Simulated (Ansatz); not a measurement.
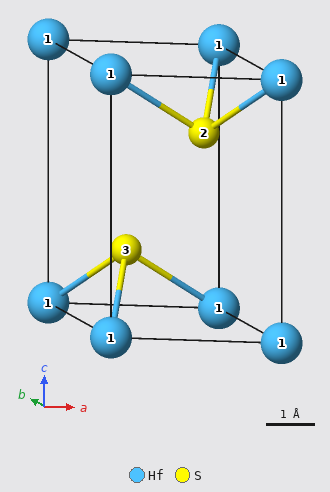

**Figure 1.** The structure as given in the input (ball-and-stick view of the cell of the calculation, seen slightly off an axis; atoms are numbered from 1 in the order of the input). Near neighbours in the crystal (not all of them lie inside the picture): Hf has 6 S at 2.54 Å; S has 3 Hf at 2.54 Å.

Band-structure calculation of HfS₂ (part 1 of 2)

HfS₂ (P-3m1, 3 atoms in the cell), computed with DFT, HSE06, plane waves, PAW, no spin polarisation (Ansatz 0.2.0).

The structure derives from a Materials Project entry. The geometry comes from this level: r2scan-rvv10 (a point of a series of strains). It belongs to a series of runs on one base structure; here: uniaxial_z strain -3.5%. Figures and captions count atoms from 1; the log counts them from 0 in places.

Input:
```yaml
crystal:
  lattice:
    - [3.6302450469, 0.0, 0.0]
    - [-1.8151225234, 3.1438844326, 0.0]
    - [0.0, 0.0, 5.6723636953]
  atoms:
    - { symbol: Hf, position: [0.0, 0.0, 0.0] }
    - { symbol: S, position: [0.6666666667, 0.3333333333, 0.7478241297] }
    - { symbol: S, position: [0.3333333333, 0.6666666667, 0.2521758703] }
kpoints:
  mp_grid: { grid: [6, 6, 4] }
  band_path:
    path:
      - [0.0, 0.0, 0.0]
      - [0.5, 0.0, 0.0]
      - [0.3333333333, 0.3333333333, 0.0]
      - [0.0, 0.0, 0.5]
      - [0.5, 0.0, 0.5]
      - [0.3333333333, 0.3333333333, 0.5]
      - [0.0, 0.25, 0.25]
      - [0.0, 0.5, 0.5]
    npoints: 1
hamiltonian:
  xc: hse06
scf:
  occupations: { method: fixed }
  n_extra_bands: 4
output:
  forces: true
  stress: true
  eigenvalues: true
  write_density: true
  write_potential: true
  elf: true
  volumetric_format: npy
```

Command:
```bash
ansatz run input.yaml --threads 4 --pin off --max-ram 5529MiB --backend cpu --events-out ev --progress --plain --runs-dir out
```

Log:
```
Warning: output.stress: scf.convergence.dr2_threshold = 1e-7 eV (the SCF's general default) is looser than the 3e-10 eV advised for a printed stress (1e-10 eV for each atom of the cell: 3). What an SCF threshold leaves in a stress goes as its square root, and in the free energy as the threshold itself, and one threshold admits the most on a small cell: of the crystals measured, under no hybrid functional and no lock of the moments, on runs that ended without the residual-converged pass, on stresses that held no estimate of that error, the worst erred by over 100 MPa in a component at 1e-7 eV an atom and by under 5 at 1e-10. Set scf.convergence.dr2_threshold to 3e-10 eV or tighter. The threshold is an SCF's pass mark: one that does not reach it within its budget of iterations ends unconverged, or closes short of it on a stop that the run arms, and scf.convergence.dr2_threshold's page says what that costs each kind of run
Warning: output.stress: scf.exx.energy_threshold = 1e-6 eV is looser than the 3e-8 eV advised for a stress under a hybrid functional (1e-8 eV for each atom of the cell: 3). Every SCF of the exchange loop can meet its threshold on dr2 while the loop round them stops early: no threshold on dr2 bounds what that leaves in the stress. Set scf.exx.energy_threshold to 3e-8 eV or tighter. The threshold is the loop's pass mark: a loop that does not reach it within its budget of cycles ends unconverged, and scf.exx.energy_threshold's page has the law
scf.n_extra_bands = 4 over 19 filled bands (N_el = 38.0): the run solves 23 bands
Engine: ansatz 0.2.0, aarch64-unknown-linux-gnu
Pseudopotentials: kind: paw
Pseudopotential: Hf, paw, valence charge 26, recommended cutoff 420 eV (normal), Hf.paw.azcp
Pseudopotential: S, paw, valence charge 6, recommended cutoff 420 eV (normal), S.paw.azcp
Functional definition: HSE06
  parameter a = 0.25
  parameter omega = 0.11/bohr
  exchange = pbe_x - a*pbe_x_sr(omega) + a*exact_x_sr(omega)
  correlation = pbe_c
davidson cushion auto → on  (no smearing: the cushion is to keep the highest requested band from converging to the state above it; pin scf.eigensolver.cushion to override)
Crystal: 3 atoms, lattice volume = 64.739 Å³
Basis set: ecut = 420 eV, 1243 PW (Γ), exchange–correlation on 50×50×80 points (8 copies of the dense FFT grid, shifted against one another)
Bands: 23, of which v1, the nominal top of the filled ones, is band 19 counted from 1 (18 counted from 0)
Symmetry: 12 space group operations
Space group: P-3m1 (ITA 164), of the structure as read, at distance tolerance 4.0e-5 Å
k-points: 24 of 144
Non-local potential: Hf, projectors of the file, l = 0: 3, l = 1: 2, l = 2: 2, l = 3: 3
Non-local potential: S, projectors of the file, l = 0: 2, l = 1: 2, l = 2: 2
PAW form: soft (Blöchl's): semilocal exchange-correlation on the pseudo side does not see the compensation charge
PAW frozen core: Hf, regenerated for the run's functional, and the local potential with it (the file was generated under x = pbe(κ = 0.804, μ = 0.2195149727645171), c = pbe(β = 0.06672455060314922))
PAW frozen core: S, regenerated for the run's functional, and the local potential with it (the file was generated under x = pbe(κ = 0.804, μ = 0.2195149727645171), c = pbe(β = 0.06672455060314922))
PAW one-centre angular grid: Hf, 590 points (default); XC on 64 Gauss nodes
PAW one-centre angular grid: S, 110 points (default); XC on 64 Gauss nodes
Initial density: superposition of atomic densities (neutral atoms: chi_scale 0, normalization atom), corrected by the library's trained network
Initial wavefunctions: pseudopotential atomic-orbital guess
Functional: x = pbe(κ = 0.804, μ = 0.2195149727645171), c = pbe(β = 0.06672455060314922), warm-up for x = pbe(κ = 0.804, μ = 0.2195149727645171) + 0.25 (exact − pbe) at short range (hse, ω = 0.20786987370883472 Å⁻¹), c = pbe(β = 0.06672455060314922); HSE06 as pw.x's `hse` composes it (authors' and Libxc's form: `xc: wpbeh`)
SCF iter   1: F=—  HF=-17530.116264 eV  |F-HF|=—  |Δ(HF+E_count)|=         —  Δρ=1.72e-3  dr2=1.36e-3  ethr=1.77e-3  ⟨swp⟩=6.3  Hψ=2353  notcnv=0
preconditioner: auto → none  [insulator: Δε(μ)=0.834 eV  Ē_g=11.788 eV  n_scr=22 (ndim 8)  ℏωp=25.3 eV  f_vac=0.041]
SCF iter   2: F=—  HF=-17530.116732 eV  |F-HF|=—  |Δ(HF+E_count)|=   4.68e-4  Δρ=9.56e-4  dr2=1.26e-3  ethr=3.59e-6  ⟨swp⟩=5.3  Hψ=2255  notcnv=0  defer=6
SCF iter   3: F=—  HF=-17530.116529 eV  |F-HF|=—  |Δ(HF+E_count)|=   2.03e-4  Δρ=6.30e-4  dr2=1.68e-4  ethr=3.32e-6  ⟨swp⟩=3.9  Hψ=1407  notcnv=0  defer=1
SCF iter   4: F=-17530.116700 eV  HF=-17530.116692 eV  |F-HF|=8.05e-6  |Δ(HF+E_count)|=   1.62e-4  Δρ=2.33e-4  dr2=2.26e-5  ethr=4.42e-7  ⟨swp⟩=3.1  Hψ=1547  notcnv=0  defer=1
SCF 1 stopped early in 4 iterations: F = -17530.116700 eV  dr2 = 2.26e-5
  greatest PAW one-centre occupation: 0.998 electrons in one spin orbital (limit 2), on the Hf atom at site 0 (counted from 0), in its partial waves of l = 0
Initial density: handed on by an earlier stage of this run
Initial wavefunctions: those handed on with the density
Functional: x = pbe(κ = 0.804, μ = 0.2195149727645171) + 0.25 (exact − pbe) at short range (hse, ω = 0.20786987370883472 Å⁻¹), c = pbe(β = 0.06672455060314922); HSE06 as pw.x's `hse` composes it (authors' and Libxc's form: `xc: wpbeh`)
Exchange kernel: α = 0.2500, screened, ω = 0.2079 Å⁻¹, Wigner–Seitz truncation, v(0) = 1046.2497 eV·Å³, q-mesh 6×6×4, nearest image of the exchange supercell L = 21.78 Å, pair-density grid 18×18×25, without the augmentation charges, whose exchange is taken in its separable form by FFT convolution over the k-point mesh (sized by the pseudopotential files, 24×24×40 at the most), smooth part of the exact exchange by density-matrix convolution
Frozen-core exchange: fock
SCF iter   1: F=—  HF=-17531.861724 eV  |F-HF|=—  |Δ(HF+E_count)|=         —  Δρ=6.39e-3  dr2=5.01e-2  ethr=5.94e-7  ⟨swp⟩=7.7  Hψ=3197  notcnv=0
preconditioner: auto → none  [insulator: Δε(μ)=1.732 eV  Ē_g=14.864 eV  n_scr=22 (ndim 8)  ℏωp=25.3 eV  f_vac=0.040]
SCF iter   2: F=—  HF=-17531.808099 eV  |F-HF|=—  |Δ(HF+E_count)|=   5.36e-2  Δρ=3.96e-3  dr2=1.86e-2  ethr=5.94e-7  ⟨swp⟩=5.9  Hψ=2663  notcnv=0
SCF iter   3: F=—  HF=-17531.804170 eV  |F-HF|=—  |Δ(HF+E_count)|=   3.93e-3  Δρ=1.72e-3  dr2=4.75e-3  ethr=5.94e-7  ⟨swp⟩=5.0  Hψ=2224  notcnv=0
SCF iter   4: F=—  HF=-17531.819244 eV  |F-HF|=—  |Δ(HF+E_count)|=   1.51e-2  Δρ=1.29e-3  dr2=1.49e-3  ethr=5.94e-7  ⟨swp⟩=4.2  Hψ=2185  notcnv=0
SCF iter   5: F=—  HF=-17531.818381 eV  |F-HF|=—  |Δ(HF+E_count)|=   8.63e-4  Δρ=5.36e-4  dr2=1.79e-4  ethr=5.94e-7  ⟨swp⟩=4.0  Hψ=1768  notcnv=0
SCF iter   6: F=—  HF=-17531.818187 eV  |F-HF|=—  |Δ(HF+E_count)|=   1.93e-4  Δρ=1.85e-4  dr2=3.64e-5  ethr=2.61e-7  ⟨swp⟩=4.0  Hψ=1643  notcnv=0
SCF iter   7: F=—  HF=-17531.818435 eV  |F-HF|=—  |Δ(HF+E_count)|=   2.47e-4  Δρ=1.38e-4  dr2=2.70e-5  ethr=3.14e-8  ⟨swp⟩=4.3  Hψ=1994  notcnv=0
iter 8 solved again at ethr=3.47e-10 eV; its pass at ethr=3.14e-8 eV (dr2=1.32e-7 eV) is discarded
SCF iter   8: F=-17531.818424 eV  HF=-17531.818424 eV  |F-HF|=6.41e-9  |Δ(HF+E_count)|=   1.03e-5  Δρ=1.98e-5  dr2=7.88e-7  ethr=3.47e-10  ⟨swp⟩=3.2  Hψ=3085  notcnv=0
SCF 2 stopped early in 8 iterations: F = -17531.818424 eV  dr2 = 7.88e-7
  Residual-converged pass: ⟨swp⟩=2.9  Hψ=1311  notcnv=0  max |occ|·‖R‖ = 6.6e-6 eV (tolerance 6.7e-6 eV)  dr2=7.89e-7  dr2_onsite=1.49e-7  max |Δocc| = 0.0e0
  greatest PAW one-centre occupation: 1.002 electrons in one spin orbital (limit 2), on the Hf atom at site 0 (counted from 0), in its partial waves of l = 0
hybrid outer 1: dexx = +1.657e-2 eV, tail = 1.15e-3 eV
Exchange kernel: α = 0.2500, screened, ω = 0.2079 Å⁻¹, Wigner–Seitz truncation, v(0) = 1046.2497 eV·Å³, q-mesh 6×6×4, nearest image of the exchange supercell L = 21.78 Å, pair-density grid 18×18×25, without the augmentation charges, whose exchange is taken in its separable form by FFT convolution over the k-point mesh (sized by the pseudopotential files, 24×24×40 at the most), smooth part of the exact exchange by density-matrix convolution
Frozen-core exchange: fock
SCF iter   1: F=—  HF=-17531.818173 eV  |F-HF|=—  |Δ(HF+E_count)|=         —  Δρ=9.56e-5  dr2=1.01e-5  ethr=1.51e-5  ⟨swp⟩=2.0  Hψ=1225  notcnv=0
preconditioner: auto → none  [insulator: Δε(μ)=1.651 eV  Ē_g=14.571 eV  n_scr=22 (ndim 8)  ℏωp=25.3 eV  f_vac=0.042]
SCF iter   2: F=—  HF=-17531.818172 eV  |F-HF|=—  |Δ(HF+E_count)|=   1.33e-6  Δρ=2.98e-5  dr2=3.77e-7  ethr=2.54e-8  ⟨swp⟩=4.0  Hψ=1585  notcnv=0
SCF iter   3: F=—  HF=-17531.818174 eV  |F-HF|=—  |Δ(HF+E_count)|=   1.73e-6  Δρ=1.05e-5  dr2=1.38e-7  ethr=5.53e-10  ⟨swp⟩=4.5  Hψ=2009  notcnv=0
SCF iter   4: F=—  HF=-17531.818174 eV  |F-HF|=—  |Δ(HF+E_count)|=   3.89e-8  Δρ=1.48e-6  dr2=3.99e-9  ethr=3.51e-10  ⟨swp⟩=3.0  Hψ=1371  notcnv=0
SCF iter   5: F=-17531.818174 eV  HF=-17531.818174 eV  |F-HF|=1.27e-9  |Δ(HF+E_count)|=   3.10e-8  Δρ=1.53e-6  dr2=1.98e-9  ethr=1.96e-12  ⟨swp⟩=6.0  Hψ=2320  notcnv=0  defer=4
SCF 3 converged in 5 iterations: F = -17531.818174 eV  dr2 = 1.98e-9
  Residual-converged pass: ⟨swp⟩=2.9  Hψ=1308  notcnv=0  max |occ|·‖R‖ = 5.2e-7 eV (tolerance 5.4e-7 eV)  dr2=1.98e-9  dr2_onsite=1.13e-10  max |Δocc| = 0.0e0
hybrid outer 2: dexx = +1.896e-6 eV, tail = 8.44e-8 eV, Δε = 7.66e-3 eV (about 2.64e-4 eV left of the loop's levels), ΔF = 1.51e-2 eV/Å (tail 2.42e-3)
Exchange kernel: α = 0.2500, screened, ω = 0.2079 Å⁻¹, Wigner–Seitz truncation, v(0) = 1046.2497 eV·Å³, q-mesh 6×6×4, nearest image of the exchange supercell L = 21.78 Å, pair-density grid 18×18×25, without the augmentation charges, whose exchange is taken in its separable form by FFT convolution over the k-point mesh (sized by the pseudopotential files, 24×24×40 at the most), smooth part of the exact exchange by density-matrix convolution
Frozen-core exchange: fock
SCF iter   1: F=—  HF=-17531.818174 eV  |F-HF|=—  |Δ(HF+E_count)|=         —  Δρ=3.12e-6  dr2=2.73e-9  ethr=1.11e-9  ⟨swp⟩=3.6  Hψ=1316  notcnv=0
preconditioner: auto → none  [insulator: Δε(μ)=1.652 eV  Ē_g=14.571 eV  n_scr=22 (ndim 8)  ℏωp=25.3 eV  f_vac=0.042]
SCF iter   2: F=-17531.818174 eV  HF=-17531.818174 eV  |F-HF|=2.47e-10  |Δ(HF+E_count)|=  1.09e-10  Δρ=7.32e-7  dr2=6.95e-10  ethr=6.20e-12  ⟨swp⟩=4.0  Hψ=1922  notcnv=0
SCF 4 converged in 2 iterations: F = -17531.818174 eV  dr2 = 6.95e-10
  Residual-converged pass: ⟨swp⟩=2.4  Hψ=1138  notcnv=0  max |occ|·‖R‖ = 9.0e-7 eV (tolerance 9.2e-7 eV)  dr2=6.97e-10  dr2_onsite=9.42e-11  max |Δocc| = 0.0e0
```

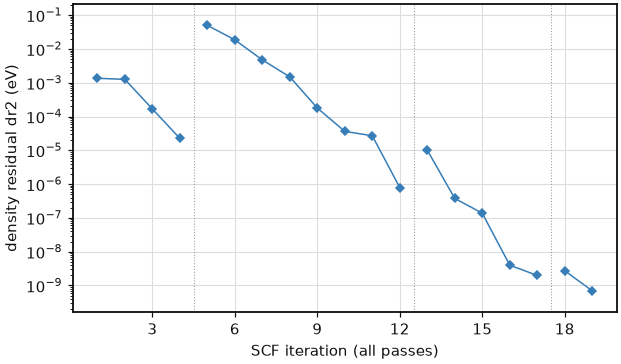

**Figure 2.** Convergence of the self-consistent field: density residual dr2 against the SCF iteration. The run starts with a semilocal functional; after that each stretch between dotted lines is one SCF of the hybrid functional between two exact rebuilds of the exchange operator by the outer loop. Early passes are stopped at a loose threshold. The passes take 4, 8, 5 and 2 iterations.

```
hybrid outer 3: dexx = +1.823e-9 eV, tail = 1.82e-9 eV, Δε = 1.04e-4 eV (about 2.19e-5 eV left of the loop's levels), ΔF = 2.07e-6 eV/Å (tail 3.38e-4)
NSCF: frozen V_eff on 8 k-points
hybrid SCF converged: 3 outer / 15 inner (+4 warm-up), last move |dexx| = 1.82e-9 eV, tail = 1.82e-9 eV
Stability not checked: this state was not tested for a lower state beside it, because the functional holds exact exchange (a hybrid, or Hartree-Fock), whose exchange loop this test does not read (fock_operator; see scf.lower_state_search)
Free energy (F): -17531.818174 eV
Frozen-core exchange: fock
Harris-Foulkes:  -17531.818174 eV  (|F-HF|=2.47e-10)
Internal energy: -17531.818174 eV  (E = F + TS)
E sigma→0 (E₀):  -17531.818174 eV
Fermi energy:    9.317300 eV
--- Per-component energies (eV) ---
  E_band       = -280.004211
  E_kinetic    = 630.642662
  E_local      = -7921.828838  (includes V_loc(G=0)·N_el)
  E_nonlocal   = -1202.024146
  E_hartree    = 3652.544702
  E_xc         = -392.356070
  E_vxc        = -350.081228  (∫ρ·V_xc dr)
  E_exx        = -137.855049  (= α·E_x^exact, valence–valence)
  E_paw        = -8078.779774  (= ΣΔE_a)
  E_vpaw       = 1533.908448  (= ΣTr[D̂ρ^β])
  E_aug_tail   = 0.000002  (compensation charges beyond the density's cutoff)
  E_ewald      = -4083.126987
  E_core_change = 0.965325  (= ΣΔE_core)
  E_smearing   = -0.000000  (= −TS)
  E_closure    = 0.000000  (closes the sum)
  Σ components = -17531.818174   (vs F -17531.818174, Δ=0.00e0)
--- Forces (eV/Å), atoms counted from 1 ---
  atom   1  Hf     0.00000000     0.00000000     0.00000000
  atom   2  S      0.00000000    -0.00000000     0.05092744
  atom   3  S     -0.00000000     0.00000000    -0.05092744
  max |Σ_I F_I| component: 9.25e-18 eV/Å
--- Stress (GPa, compression-positive) ---
        1.671913       0.000000       0.000000
        0.000000       1.671913      -0.000000
        0.000000      -0.000000       3.139160
  P = ⅓ Tr σ = 2.1610 GPa (21.610 kbar)
--- Band table (eV; the first three rows and the last of 24) ---
  k-point 0: bands = ["-56.1912", "-23.5008", "-23.3584", "-23.3584", "-6.1786", "-6.1413", "-6.1246", "-6.1246", "-6.1176", "-6.1176", "-6.1034", "-5.5604", "-3.4197", "3.6392", "5.8786", "5.8786", "8.9671", "8.9671", "9.3173", "11.9593", "11.9593", "12.7288", "15.4544"]
```
